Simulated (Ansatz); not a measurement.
Sr$_{4}$Ti$_{3}$O$_{10}$

Input

```
crystal:
  lattice:
    - [-1.9677086665, 1.9677086665, 14.1633489549]
    - [1.9677086665, -1.9677086665, 14.1633489549]
    - [1.9677086665, 1.9677086665, -14.1633489549]
  atoms:
    - { symbol: Sr, position: [0.5684280034, 0.5684280034, 0.0] }
    - { symbol: Sr, position: [0.4315719966, 0.4315719966, 0.0] }
    - { symbol: Sr, position: [0.2976491145, 0.2976491145, 0.0] }
    - { symbol: Sr, position: [0.7023508855, 0.7023508855, 0.0] }
    - { symbol: Ti, position: [0.0, 0.0, 0.0] }
    - { symbol: Ti, position: [0.8596273952, 0.8596273952, 0.0] }
    - { symbol: Ti, position: [0.1403726048, 0.1403726048, 0.0] }
    - { symbol: O, position: [0.6391389274, 0.1391389274, 0.5] }
    - { symbol: O, position: [0.790543484, 0.790543484, 0.0] }
    - { symbol: O, position: [0.209456516, 0.209456516, 0.0] }
    - { symbol: O, position: [0.0, 0.5, 0.5] }
    - { symbol: O, position: [0.5, 0.0, 0.5] }
    - { symbol: O, position: [0.0695003273, 0.0695003273, 0.0] }
    - { symbol: O, position: [0.9304996727, 0.9304996727, 0.0] }
    - { symbol: O, position: [0.1391389274, 0.6391389274, 0.5] }
    - { symbol: O, position: [0.8608610726, 0.3608610726, 0.5] }
    - { symbol: O, position: [0.3608610726, 0.8608610726, 0.5] }
basis:
  ecutwfc: 420
kpoints:
  mp_grid: { grid: [10, 10, 10] }
hamiltonian:
  xc: pbesol
scf:
  occupations: { method: gaussian, width: 0.02 }
output:
  forces: true
  stress: true
  eigenvalues: true
  write_density: true
  write_potential: true
  elf: true
  volumetric_format: npy
relax:
  adjacent_minimum: "off"
  f_tol: 0.005
  max_steps: 50
  cell: { stress_tol: 0.05 }
```

Command:

```sh
ansatz run input.yaml --threads 4 --pin off --max-ram 10240MiB --backend cpu --events-out ev --progress --plain --runs-dir out
```

Below, planes, directions and counts refer to the conventional cell (a = 3.89 Å, b = 3.89 Å, c = 27.98 Å, α = 90.00°, β = 90.00°, γ = 90.00°).

The fields are those of the relaxed geometry.

Space group I4/mmm; a structure from a database of computed crystals, not necessarily the ambient phase; computed without spin polarisation.

These are results of Ansatz, DFT PBEsol, scalar-relativistic, plane waves, PAW, not measurements.

The density is the valence pseudo-density of a PAW calculation; it isn't the true density close to the nuclei.

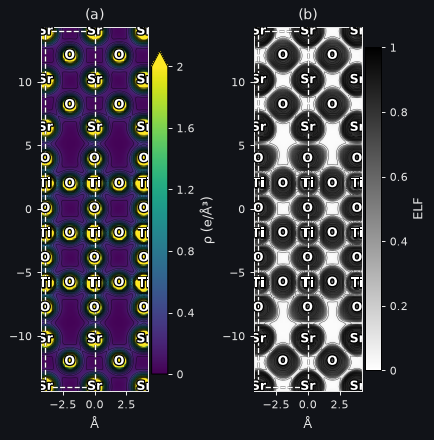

Figure 1. (a) valence pseudo-density; (b) electron localisation function on the (010) plane of the conventional cell.

> Read the bonding off the picture.

The section cuts through Sr, Ti and O sites.
Ti–O (1.94 Å): ρ is about 0.73 e/Å³ halfway; the ELF peaks at about 0.80 in the valence shell of O, 0.6 Å from its nucleus, and is about 0.20 at the midpoint: no localised pair shows between them.
Sr–O (2.46 Å): ρ at the midpoint is about 0.29 e/Å³; the ELF peaks at about 0.85 in the valence shell of O, 0.6 Å from its nucleus, and drops to about 0.10 between the two atoms (an ionic contact with no shared pair).
Ti–O (1.98 Å): the density is about 0.67 e/Å³ at the midpoint; the ELF peaks at about 0.85 in the valence shell of O, 0.6 Å from its nucleus, and is about 0.20 at the midpoint (no localised pair shows between them).
Sr–O (2.63 Å): the density is about 0.2 e/Å³ at the midpoint; the ELF is about 0.10 at the midpoint: a largely ionic contact.
Sr–O (2.73 Å): ρ is about 0.16 e/Å³ halfway; the ELF is about 0.05 at the midpoint (a closed-shell, largely ionic contact).
Between the atoms the lowest density in this plane is 0.02 e/Å³.
The features right at Sr and Ti lie inside the PAW spheres, where the map follows smoothed inner orbitals and isn't to be read closely.

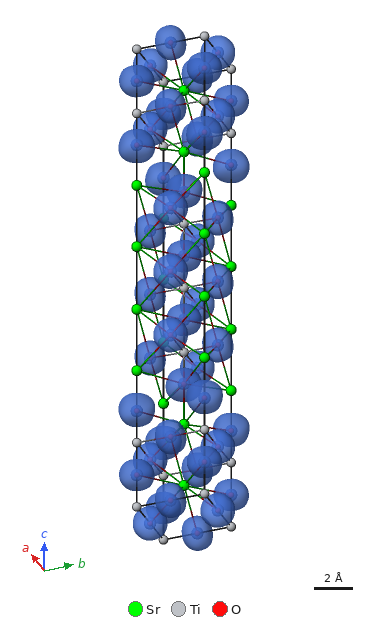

Figure 2. Isosurface of the ELF at 0.65 (blue), seen at an oblique angle. Only the valence region is drawn (cores and ρ < 0.01 e/Å³ removed). Sticks mark near contacts.

> Where are the electrons localised?

At this value the surface marks out 20 regions wrapped around O (the valence shell of each), counted in one cell of 34 atoms. Any copies at cell faces, edges or corners count once.

> Does the calculation give a band gap?

It is gapped, with a Kohn–Sham gap of 1.9 eV on the k-point mesh (the band edges may lie off the mesh, which would make the gap smaller).
